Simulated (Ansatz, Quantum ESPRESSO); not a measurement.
# Complex bands of NaF, rock salt type, lattice constant set to 4.606 Å, part 2 of 3

Wanted: the complex band structure of NaF, rock salt type, lattice constant set to 4.606 Å, as for a tunnel barrier.

Quantum ESPRESSO 7.5; plane-wave DFT, LDA, GBRV ultrasoft pseudopotentials; cross-check by Ansatz 0.2.0 with PAW datasets.

So far. Step 2 (Self-consistent run): The run needed 9 iterations to bring the estimated error under 1e-09 Ry.

The structure was built from a prototype and need not be the compound's stable phase.

## (3) Complex bands with pwcond.x

Level of this step: complex band structure by pwcond; plane-wave DFT, LDA, GBRV ultrasoft pseudopotentials (Quantum ESPRESSO).

ikind = 0 solves one period of the crystal for all kz, real and complex, at each energy and k across. ewind and epsproj trim the two-dimensional plane-wave basis; nz1 sets the subslabs.

Contents of cbs.in:

```
&inputcond
  outdir = './out'
  prefixl = 'scf'
  band_file = 'cbs'
  ikind = 0
  ewind = 4.0
  epsproj = 1e-05
  nz1 = 7
  energy0 = 8.96
  denergy = -0.28
/
4
  0.00000000 0.00000000 1.00000000
  0.50000000 0.00000000 1.00000000
  0.50000000 0.50000000 1.00000000
  0.25000000 0.00000000 1.00000000
40
```

The run is started by

```console
$ OMP_NUM_THREADS=1 mpirun -n 2 pwcond.x -in cbs.in > cbs.out
```

Log:

```text
[banner, memory and clock lines left out]
Program PWCOND v.7.5 starts

          URL

     ./out/scf.save/

     IMPORTANT: XC functional enforced from input :
     Exchange-correlation= PZ
                           (   1   1   0   0   0   0   0)
     Any further DFT definition will be discarded
     Please, verify this is what you really want

     Reading collected, re-writing distributed wavefunctions

===== INPUT FILE containing the left lead =====

     GEOMETRY:

     lattice parameter (alat)  =       6.1547  a.u.
     the volume                =     329.7148 (a.u.)^3
     the cross section         =      37.8805 (a.u.)^2
     l of the unit cell        =       1.4142 (alat)
     number of atoms/cell      =            4
     number of atomic types    =            2

     crystal axes: (cart. coord. in units of alat)
               a(1) = (  1.0000  0.0000  0.0000 )
               a(2) = (  0.0000  1.0000  0.0000 )
               a(3) = (  0.0000  0.0000  1.4142 )

   Cartesian axes

     site n.     atom                  positions (alat units)
          1        Na     tau(  1)=(  0.0000  0.0000  1.4142  )
          2        F      tau(  2)=(  0.5000  0.5000  1.4142  )
          3        Na     tau(  3)=(  0.5000  0.5000  0.7071  )
          4        F      tau(  4)=(  0.0000  0.0000  0.7071  )

     nr1s                      =           25
     nr2s                      =           25
     nr3s                      =           36
     nr1sx                     =           25
     nr2sx                     =           25
     nr3sx                     =           36
     nr1                       =           27
     nr2                       =           27
     nr3                       =           40
     nr1x                      =           27
     nr2x                      =           27
     nr3x                      =           40

 _______________________________
  Radii of nonlocal spheres:

     type       ibeta     ang. mom.          radius (alat units)
       Na         1         0                    0.3279
       Na         2         0                    0.3279
       Na         3         1                    0.3279
       Na         4         1                    0.3279
       Na         5         2                    0.3279
       F          1         0                    0.2294
       F          2         0                    0.2294
       F          3         1                    0.2294
       F          4         1                    0.2294
----- General information -----

----- Complex band structure calculation -----

     nrx                       =           25
     nry                       =           25
     nz1                       =            7

     energy0               =         9.0E+00
     denergy               =        -2.8E-01
     nenergy               =         40
     ecut2d                =         4.0E+01
     ewind                 =         4.0E+00
     epsproj               =         1.0E-05

     number of k_|| points=    4
                       cryst. coord.
        k(    1) = (   0.0000000   0.0000000), wk =   0.2500000
        k(    2) = (   0.5000000   0.0000000), wk =   0.2500000
        k(    3) = (   0.5000000   0.5000000), wk =   0.2500000
        k(    4) = (   0.2500000   0.0000000), wk =   0.2500000
----- Information about left lead -----

     nocros                   =           21
     noins                    =           21
     norb                     =           63
     norbf                    =           63
     nrz                      =           36

      iorb      type   ibeta   ang. mom.   m       position (alat)
        1        1       1        0        1   taunew(   1)=(  0.0000  0.0000  0.0000)
        2        1       2        0        1   taunew(   2)=(  0.0000  0.0000  0.0000)
        3        1       3        1        1   taunew(   3)=(  0.0000  0.0000  0.0000)
        4        1       3        1        2   taunew(   4)=(  0.0000  0.0000  0.0000)
        5        1       3        1        3   taunew(   5)=(  0.0000  0.0000  0.0000)
        6        1       4        1        1   taunew(   6)=(  0.0000  0.0000  0.0000)
        7        1       4        1        2   taunew(   7)=(  0.0000  0.0000  0.0000)
        8        1       4        1        3   taunew(   8)=(  0.0000  0.0000  0.0000)
        9        1       5        2        1   taunew(   9)=(  0.0000  0.0000  0.0000)
       10        1       5        2        2   taunew(  10)=(  0.0000  0.0000  0.0000)
       11        1       5        2        3   taunew(  11)=(  0.0000  0.0000  0.0000)
       12        1       5        2        4   taunew(  12)=(  0.0000  0.0000  0.0000)
       13        1       5        2        5   taunew(  13)=(  0.0000  0.0000  0.0000)
       14        2       1        0        1   taunew(  14)=(  0.5000  0.5000  0.0000)
       15        2       2        0        1   taunew(  15)=(  0.5000  0.5000  0.0000)
       16        2       3        1        1   taunew(  16)=(  0.5000  0.5000  0.0000)
       17        2       3        1        2   taunew(  17)=(  0.5000  0.5000  0.0000)
       18        2       3        1        3   taunew(  18)=(  0.5000  0.5000  0.0000)
       19        2       4        1        1   taunew(  19)=(  0.5000  0.5000  0.0000)
       20        2       4        1        2   taunew(  20)=(  0.5000  0.5000  0.0000)
       21        2       4        1        3   taunew(  21)=(  0.5000  0.5000  0.0000)
       22        1       1        0        1   taunew(  22)=(  0.5000  0.5000  0.7071)
       23        1       2        0        1   taunew(  23)=(  0.5000  0.5000  0.7071)
       24        1       3        1        1   taunew(  24)=(  0.5000  0.5000  0.7071)
       25        1       3        1        2   taunew(  25)=(  0.5000  0.5000  0.7071)
       26        1       3        1        3   taunew(  26)=(  0.5000  0.5000  0.7071)
       27        1       4        1        1   taunew(  27)=(  0.5000  0.5000  0.7071)
       28        1       4        1        2   taunew(  28)=(  0.5000  0.5000  0.7071)
       29        1       4        1        3   taunew(  29)=(  0.5000  0.5000  0.7071)
       30        1       5        2        1   taunew(  30)=(  0.5000  0.5000  0.7071)
       31        1       5        2        2   taunew(  31)=(  0.5000  0.5000  0.7071)
       32        1       5        2        3   taunew(  32)=(  0.5000  0.5000  0.7071)
       33        1       5        2        4   taunew(  33)=(  0.5000  0.5000  0.7071)
       34        1       5        2        5   taunew(  34)=(  0.5000  0.5000  0.7071)
       35        2       1        0        1   taunew(  35)=(  0.0000  0.0000  0.7071)
       36        2       2        0        1   taunew(  36)=(  0.0000  0.0000  0.7071)
       37        2       3        1        1   taunew(  37)=(  0.0000  0.0000  0.7071)
       38        2       3        1        2   taunew(  38)=(  0.0000  0.0000  0.7071)
       39        2       3        1        3   taunew(  39)=(  0.0000  0.0000  0.7071)
       40        2       4        1        1   taunew(  40)=(  0.0000  0.0000  0.7071)
       41        2       4        1        2   taunew(  41)=(  0.0000  0.0000  0.7071)
       42        2       4        1        3   taunew(  42)=(  0.0000  0.0000  0.7071)
       43        1       1        0        1   taunew(  43)=(  0.0000  0.0000  1.4142)
       44        1       2        0        1   taunew(  44)=(  0.0000  0.0000  1.4142)
       45        1       3        1        1   taunew(  45)=(  0.0000  0.0000  1.4142)
       46        1       3        1        2   taunew(  46)=(  0.0000  0.0000  1.4142)
       47        1       3        1        3   taunew(  47)=(  0.0000  0.0000  1.4142)
       48        1       4        1        1   taunew(  48)=(  0.0000  0.0000  1.4142)
       49        1       4        1        2   taunew(  49)=(  0.0000  0.0000  1.4142)
       50        1       4        1        3   taunew(  50)=(  0.0000  0.0000  1.4142)
       51        1       5        2        1   taunew(  51)=(  0.0000  0.0000  1.4142)
       52        1       5        2        2   taunew(  52)=(  0.0000  0.0000  1.4142)
       53        1       5        2        3   taunew(  53)=(  0.0000  0.0000  1.4142)
       54        1       5        2        4   taunew(  54)=(  0.0000  0.0000  1.4142)
       55        1       5        2        5   taunew(  55)=(  0.0000  0.0000  1.4142)
       56        2       1        0        1   taunew(  56)=(  0.5000  0.5000  1.4142)
       57        2       2        0        1   taunew(  57)=(  0.5000  0.5000  1.4142)
       58        2       3        1        1   taunew(  58)=(  0.5000  0.5000  1.4142)
       59        2       3        1        2   taunew(  59)=(  0.5000  0.5000  1.4142)
       60        2       3        1        3   taunew(  60)=(  0.5000  0.5000  1.4142)
       61        2       4        1        1   taunew(  61)=(  0.5000  0.5000  1.4142)
       62        2       4        1        2   taunew(  62)=(  0.5000  0.5000  1.4142)
       63        2       4        1        3   taunew(  63)=(  0.5000  0.5000  1.4142)
    k slab    z(k)  z(k+1)     crossing(iorb=1,norb)
    1   0.0000 0.0393 0.0393   111111111111111111111000000000000000000000000000000000000000000
    2   0.0393 0.0786 0.0393   111111111111111111111000000000000000000000000000000000000000000
    3   0.0786 0.1179 0.0393   111111111111111111111000000000000000000000000000000000000000000
    4   0.1179 0.1571 0.0393   111111111111111111111000000000000000000000000000000000000000000
    5   0.1571 0.1964 0.0393   111111111111111111111000000000000000000000000000000000000000000
    6   0.1964 0.2357 0.0393   111111111111111111111000000000000000000000000000000000000000000
    7   0.2357 0.2750 0.0393   111111111111100000000000000000000000000000000000000000000000000
    8   0.2750 0.3143 0.0393   111111111111100000000000000000000000000000000000000000000000000
    9   0.3143 0.3536 0.0393   111111111111100000000000000000000000000000000000000000000000000
   10   0.3536 0.3928 0.0393   000000000000000000000111111111111100000000000000000000000000000
   11   0.3928 0.4321 0.0393   000000000000000000000111111111111100000000000000000000000000000
   12   0.4321 0.4714 0.0393   000000000000000000000111111111111100000000000000000000000000000
   13   0.4714 0.5107 0.0393   000000000000000000000111111111111111111111000000000000000000000
   14   0.5107 0.5500 0.0393   000000000000000000000111111111111111111111000000000000000000000
   15   0.5500 0.5893 0.0393   000000000000000000000111111111111111111111000000000000000000000
   16   0.5893 0.6285 0.0393   000000000000000000000111111111111111111111000000000000000000000
   17   0.6285 0.6678 0.0393   000000000000000000000111111111111111111111000000000000000000000
   18   0.6678 0.7071 0.0393   000000000000000000000111111111111111111111000000000000000000000
   19   0.7071 0.7464 0.0393   000000000000000000000111111111111111111111000000000000000000000
   20   0.7464 0.7857 0.0393   000000000000000000000111111111111111111111000000000000000000000
   21   0.7857 0.8250 0.0393   000000000000000000000111111111111111111111000000000000000000000
   22   0.8250 0.8642 0.0393   000000000000000000000111111111111111111111000000000000000000000
   23   0.8642 0.9035 0.0393   000000000000000000000111111111111111111111000000000000000000000
   24   0.9035 0.9428 0.0393   000000000000000000000111111111111111111111000000000000000000000
   25   0.9428 0.9821 0.0393   000000000000000000000111111111111100000000000000000000000000000
   26   0.9821 1.0214 0.0393   000000000000000000000111111111111100000000000000000000000000000
   27   1.0214 1.0607 0.0393   000000000000000000000111111111111100000000000000000000000000000
   28   1.0607 1.0999 0.0393   000000000000000000000000000000000000000000111111111111100000000
   29   1.0999 1.1392 0.0393   000000000000000000000000000000000000000000111111111111100000000
   30   1.1392 1.1785 0.0393   000000000000000000000000000000000000000000111111111111100000000
   31   1.1785 1.2178 0.0393   000000000000000000000000000000000000000000111111111111111111111
   32   1.2178 1.2571 0.0393   000000000000000000000000000000000000000000111111111111111111111
   33   1.2571 1.2964 0.0393   000000000000000000000000000000000000000000111111111111111111111
   34   1.2964 1.3356 0.0393   000000000000000000000000000000000000000000111111111111111111111
   35   1.3356 1.3749 0.0393   000000000000000000000000000000000000000000111111111111111111111
   36   1.3749 1.4142 0.0393   000000000000000000000000000000000000000000111111111111111111111
 ngper, shell number =          121          20
 ngper, n2d =          121          80
---  E-Ef =    8.9600000  k =    0.0000000   0.0000000
---  ie =          1  ik =          1
 Nchannels of the left tip =            1
 Right moving states:
   k1(2pi/a)   k2(2pi/a)   E-Ef (eV)
  -0.4456381  -0.0000000   8.9600000
 Left moving states:
   k1(2pi/a)   k2(2pi/a)   E-Ef (eV)
   0.4456378  -0.0000000   8.9600000

---  E-Ef =    8.6800000  k =    0.0000000   0.0000000
---  ie =          2  ik =          1
 Nchannels of the left tip =            1
 Right moving states:
   k1(2pi/a)   k2(2pi/a)   E-Ef (eV)
  -0.4793151  -0.0000000   8.6800000
 Left moving states:
   k1(2pi/a)   k2(2pi/a)   E-Ef (eV)
   0.4793148  -0.0000000   8.6800000
[... further energies and points left out ...]
---  E-Ef =   -1.6800000  k =    0.2500000   0.0000000
---  ie =         39  ik =          4
 Nchannels of the left tip =            0
 Right moving states:
   k1(2pi/a)   k2(2pi/a)   E-Ef (eV)
 Left moving states:
   k1(2pi/a)   k2(2pi/a)   E-Ef (eV)

---  E-Ef =   -1.9600000  k =    0.2500000   0.0000000
---  ie =         40  ik =          4
 Nchannels of the left tip =            0
 Right moving states:
   k1(2pi/a)   k2(2pi/a)   E-Ef (eV)
 Left moving states:
   k1(2pi/a)   k2(2pi/a)   E-Ef (eV)

Note: The following floating-point exceptions are signalling: IEEE_UNDERFLOW_FLAG
Note: The following floating-point exceptions are signalling: IEEE_UNDERFLOW_FLAG
```

It took 99 s on 2 MPI ranks of Arm Neoverse N1, shared host; peak memory 0.11 GiB.

Numbers from this step:

* peak of the smallest κ at the zone centre: 0.506 Å⁻¹
* energy of the peak at the zone centre: 2.52 eV
* peak of the smallest κ at (1/4, 0): 0.846 Å⁻¹

K across = (0, 0) in the cell's reciprocal vectors; values within 0.0025 1/Å of each other count once, columns are sorted by size at each energy, a dash where no further value was kept. Im kz of the slowest decaying states against energy, zero at the highest filled level of the SCF mesh:

| energy (eV) | decay 1 (Å⁻¹) | decay 2 (Å⁻¹) | decay 3 (Å⁻¹) |
| --- | --- | --- | --- |
| -1.12 | 0.714 | 1.05 | 1.77 |
| 0.00 | 0.905 | 1.84 | 1.88 |
| 1.12 | 0.432 | 0.953 | 0.976 |
| 1.96 | 0.493 | 1.01 | 1.09 |
| 3.08 | 0.502 | 1.03 | 1.19 |
| 3.92 | 0.466 | 1.04 | 1.23 |
| 5.04 | 0.353 | 1.04 | 1.25 |
| 5.88 | 0.15 | 1.03 | 1.26 |
| 7.00 | 1.02 | 1.25 | 1.26 |
| 8.12 | 1.01 | 1.12 | 1.25 |

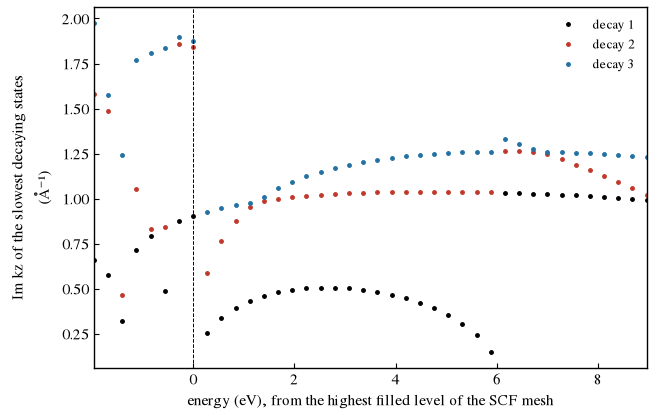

Im kz of the slowest decaying states, plotted against energy.

K across = (0, 0) in the cell's reciprocal vectors. The Re kz of states that move upwards by energy, zero at the highest filled level of the SCF mesh:

```
energy (eV)  channel 1 (Å⁻¹)  channel 2 (Å⁻¹)  channel 3 (Å⁻¹)
      -1.96                -                -                -
      -1.40                -                -                -
      -0.56           -0.440                -                -
       0.00          -0.0216          -0.0213          -0.0186
       0.56                -                -                -
       1.12                -                -                -
       1.96                -                -                -
       2.52                -                -                -
       3.08                -                -                -
       3.92                -                -                -
       4.48                -                -                -
       5.04                -                -                -
       5.88                -                -                -
       6.44            0.246                -                -
       7.00            0.394                -                -
       7.56            0.511                -                -
       8.40            0.663                -                -
       8.96           -0.608                -                -
```

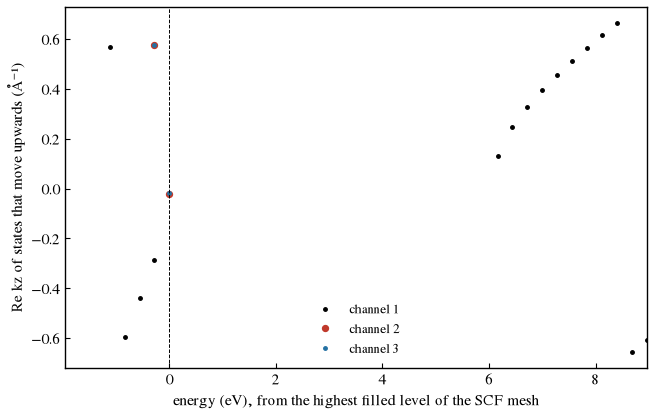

Re kz of states that move upwards, plotted against energy.

K across = (1/2, 0) in the cell's reciprocal vectors; values within 0.0025 1/Å of each other count once, columns are sorted by size at each energy, a dash where no further value was kept. The Im kz of the slowest decaying states by energy, zero at the highest filled level of the SCF mesh:

```
energy (eV)  decay 1 (Å⁻¹)  decay 2 (Å⁻¹)  decay 3 (Å⁻¹)
      -1.12          0.185           1.39           1.81
       0.00          0.461           1.12              -
       1.12          0.982           1.45           1.52
       1.96           1.21           1.31           1.53
       3.08           1.18           1.31           1.60
       3.92           1.14           1.31           1.63
       5.04           1.09           1.29           1.66
       5.88           1.06           1.26           1.68
       7.00           1.00           1.22           1.71
       8.12          0.906           1.19           1.67
```

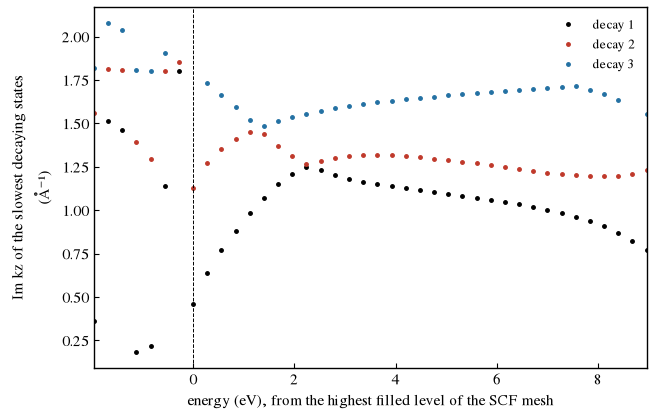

Im kz of the slowest decaying states, plotted against energy.

K across = (1/2, 1/2) in the cell's reciprocal vectors; values within 0.0025 1/Å of each other count once, columns are sorted by size at each energy, a dash where no further value was kept. The Im kz of the slowest decaying states by energy, zero at the highest filled level of the SCF mesh:

```
energy (eV)  decay 1 (Å⁻¹)  decay 2 (Å⁻¹)  decay 3 (Å⁻¹)
      -1.12          0.565           2.35           2.46
       0.00          0.495          0.515           2.32
       1.12           0.74          0.788           2.29
       1.96          0.807          0.883           2.26
       3.08          0.854          0.953           2.22
       3.92          0.871           0.98           2.19
       5.04          0.875          0.996           2.12
       5.88          0.868          0.998           2.07
       7.00          0.844          0.988           2.01
       8.12          0.805          0.967           1.94
```

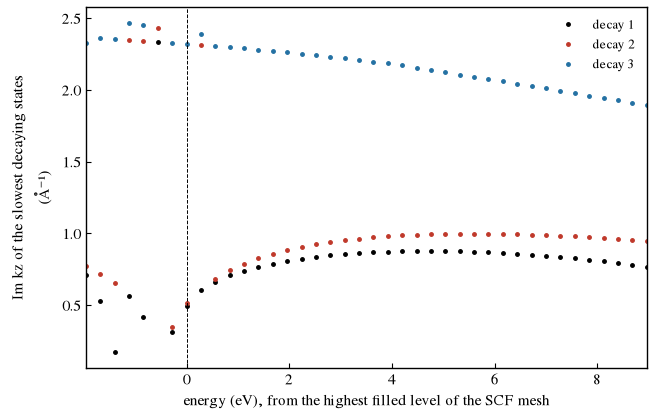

Im kz of the slowest decaying states, plotted against energy.

K across = (1/4, 0) in the cell's reciprocal vectors; values within 0.0025 1/Å of each other count once, columns are sorted by size at each energy, a dash where no further value was kept. Table of Im kz of the slowest decaying states by energy, zero at the highest filled level of the SCF mesh:

| energy (eV) | decay 1 (Å⁻¹) | decay 2 (Å⁻¹) | decay 3 (Å⁻¹) |
| --- | --- | --- | --- |
| -1.96 | 0.532 | 1.57 | 1.74 |
| -1.12 | 0.056 | 1.40 | 1.44 |
| -0.28 | 0.233 | 1.18 | 1.70 |
| 0.00 | 0.338 | 0.424 | 1.14 |
| 0.56 | 0.638 | 0.905 | 1.09 |
| 1.40 | 0.812 | 1.07 | 1.13 |
| 2.24 | 0.771 | 1.02 | 1.07 |
| 3.08 | 0.742 | 1.07 | 1.13 |
| 3.92 | 0.706 | 1.07 | 1.19 |
| 4.76 | 0.649 | 1.06 | 1.24 |
| 5.60 | 0.563 | 1.05 | 1.27 |
| 6.44 | 0.43 | 1.04 | 1.29 |
| 7.28 | 0.161 | 1.03 | 1.33 |
| 8.12 | 1.00 | 1.34 | 1.35 |
| 8.96 | 0.976 | 1.23 | 1.32 |

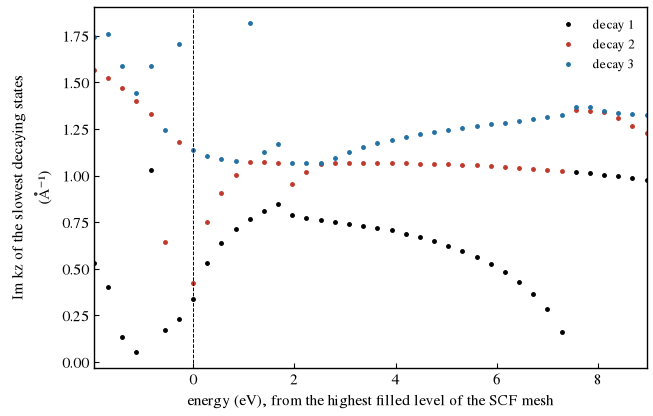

Im kz of the slowest decaying states against energy.

[end of part 2 of 3]

[Logs are printed without paths, hosts, clocks, repeated set-up lines and the standing remarks that a program may print on its own settings, such as how far it seeks lower states.]

[Hosts, paths, dates, database ids (printed as entryN), source tags and the programs' standing remarks are cut or masked in the printed files.]

[Maps of the electrostatic potential energy from Ansatz leave out the sawtooth potential of an applied field or a dipole correction, so their vacuum need not be flat; planar profiles and work functions include it.]
